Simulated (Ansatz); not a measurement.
# ScAl23N24 (cell with a defect): what the fields show

Input

```
crystal:
  lattice:
    - [9.33, 0.0, 0.0]
    - [-3.11, 5.3866780116, 0.0]
    - [0.0, 0.0, 9.96]
  atoms:
    - { symbol: Sc, position: [0.2222222222, 0.1666666666, 0.0] }
    - { symbol: Al, position: [0.2222222222, 0.1666666666, 0.5] }
    - { symbol: Al, position: [0.2222222222, 0.6666666666, 0.0] }
    - { symbol: Al, position: [0.2222222222, 0.6666666666, 0.5] }
    - { symbol: Al, position: [0.5555555556, 0.1666666666, 0.0] }
    - { symbol: Al, position: [0.5555555556, 0.1666666666, 0.5] }
    - { symbol: Al, position: [0.5555555556, 0.6666666666, 0.0] }
    - { symbol: Al, position: [0.5555555556, 0.6666666666, 0.5] }
    - { symbol: Al, position: [0.8888888889, 0.1666666666, 0.0] }
    - { symbol: Al, position: [0.8888888889, 0.1666666666, 0.5] }
    - { symbol: Al, position: [0.8888888889, 0.6666666666, 0.0] }
    - { symbol: Al, position: [0.8888888889, 0.6666666666, 0.5] }
    - { symbol: Al, position: [0.1111111111, 0.3333333334, 0.25] }
    - { symbol: Al, position: [0.1111111111, 0.3333333334, 0.75] }
    - { symbol: Al, position: [0.1111111111, 0.8333333334, 0.25] }
    - { symbol: Al, position: [0.1111111111, 0.8333333334, 0.75] }
    - { symbol: Al, position: [0.4444444444, 0.3333333334, 0.25] }
    - { symbol: Al, position: [0.4444444444, 0.3333333334, 0.75] }
    - { symbol: Al, position: [0.4444444444, 0.8333333334, 0.25] }
    - { symbol: Al, position: [0.4444444444, 0.8333333334, 0.75] }
    - { symbol: Al, position: [0.7777777778, 0.3333333334, 0.25] }
    - { symbol: Al, position: [0.7777777778, 0.3333333334, 0.75] }
    - { symbol: Al, position: [0.7777777778, 0.8333333334, 0.25] }
    - { symbol: Al, position: [0.7777777778, 0.8333333334, 0.75] }
    - { symbol: "N", position: [0.2222222222, 0.1666666666, 0.191] }
    - { symbol: "N", position: [0.2222222222, 0.1666666666, 0.691] }
    - { symbol: "N", position: [0.2222222222, 0.6666666666, 0.191] }
    - { symbol: "N", position: [0.2222222222, 0.6666666666, 0.691] }
    - { symbol: "N", position: [0.5555555556, 0.1666666666, 0.191] }
    - { symbol: "N", position: [0.5555555556, 0.1666666666, 0.691] }
    - { symbol: "N", position: [0.5555555556, 0.6666666666, 0.191] }
    - { symbol: "N", position: [0.5555555556, 0.6666666666, 0.691] }
    - { symbol: "N", position: [0.8888888889, 0.1666666666, 0.191] }
    - { symbol: "N", position: [0.8888888889, 0.1666666666, 0.691] }
    - { symbol: "N", position: [0.8888888889, 0.6666666666, 0.191] }
    - { symbol: "N", position: [0.8888888889, 0.6666666666, 0.691] }
    - { symbol: "N", position: [0.1111111111, 0.3333333334, 0.441] }
    - { symbol: "N", position: [0.1111111111, 0.3333333334, 0.941] }
    - { symbol: "N", position: [0.1111111111, 0.8333333334, 0.441] }
    - { symbol: "N", position: [0.1111111111, 0.8333333334, 0.941] }
    - { symbol: "N", position: [0.4444444444, 0.3333333334, 0.441] }
    - { symbol: "N", position: [0.4444444444, 0.3333333334, 0.941] }
    - { symbol: "N", position: [0.4444444444, 0.8333333334, 0.441] }
    - { symbol: "N", position: [0.4444444444, 0.8333333334, 0.941] }
    - { symbol: "N", position: [0.7777777778, 0.3333333334, 0.441] }
    - { symbol: "N", position: [0.7777777778, 0.3333333334, 0.941] }
    - { symbol: "N", position: [0.7777777778, 0.8333333334, 0.441] }
    - { symbol: "N", position: [0.7777777778, 0.8333333334, 0.941] }
kpoints:
  mp_grid: { grid: [3, 4, 3] }
scf:
  occupations: { method: fermi_dirac, width: 0.01 }
hamiltonian:
  xc: pbe
  pseudopotentials: { kind: paw, frozen_core: stored }
output:
  forces: true
  stress: true
  populations: true
  efg: { quadrupole_moments_barn: { Sc: -0.22, Al: 0.1466, "N": 0.02044 } }
  write_density: true
  write_potential: true
  elf: true
  volumetric_format: npy
relax:
  f_tol: 0.02
  max_steps: 50
```

Launched as:

```sh
ansatz run input.yaml --threads 4 --pin off --max-ram 8192MiB --backend cpu --events-out ev --progress --plain --runs-dir out
```

The fields are those of the relaxed geometry.

Computed pressure about 7 GPa in this cell.

Level of theory: DFT, PBE, plane-wave PAW, default files, scalar-relativistic, frozen cores (Ansatz).

In a PAW calculation such maps are meaningful between the atoms, not at the nuclei.

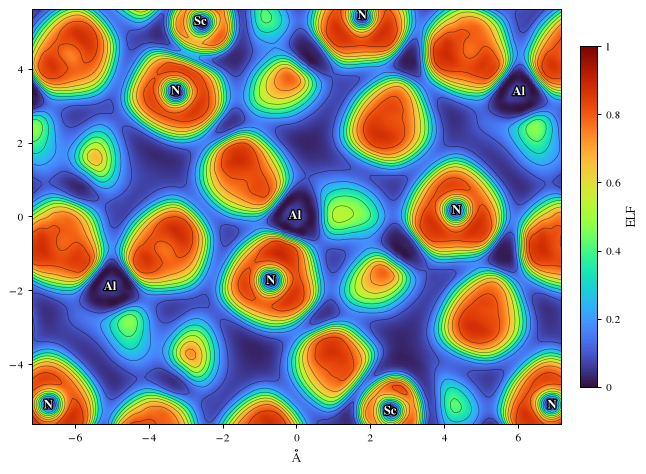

Figure 1. Electron localisation function on the (111) plane of the calculation cell.

Interpret the plot.

Atoms in the plane: Sc, Al and N. Atoms just off the plane (Al, 0.5 Å away and N, 0.5 Å away) can leave unmarked features too. Al–N (1.88 Å): the ELF peaks at about 0.90 between the atoms (a shared but strongly polarised pair). Sc–N (2.01 Å): the ELF peaks at about 0.85 in the valence shell of N, 0.6 Å from its nucleus, and is about 0.25 at the midpoint: no localised pair shows between them. The features right at Sc lie inside the PAW spheres, where the map follows smoothed inner orbitals and isn't to be read closely.

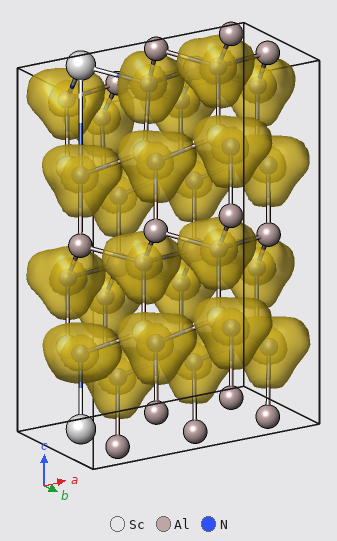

Figure 2. Isosurface of the electron localisation function at 0.75 (yellow), seen at an oblique angle. Only the valence region is drawn (cores and ρ < 0.01 e/Å³ removed). Sticks mark near contacts.

Identify the bonds, lone pairs and shells in this picture.

The ELF exceeds this value in 24 regions on N in which the atom's valence shell and bonds are merged, counted in one cell of 48 atoms. Regions shared between cells count once. Along the contacts the grid gives the following. Al–N (1.85 Å): the ELF peaks at about 0.90 in the valence shell of N, 0.8 Å from its nucleus, and is about 0.85 at the midpoint.

Metal or insulator at this level of theory?

It is gapped, with a Kohn–Sham gap of 4.3 eV on the k-point mesh (the band edges may lie off the mesh, which would make the gap smaller).
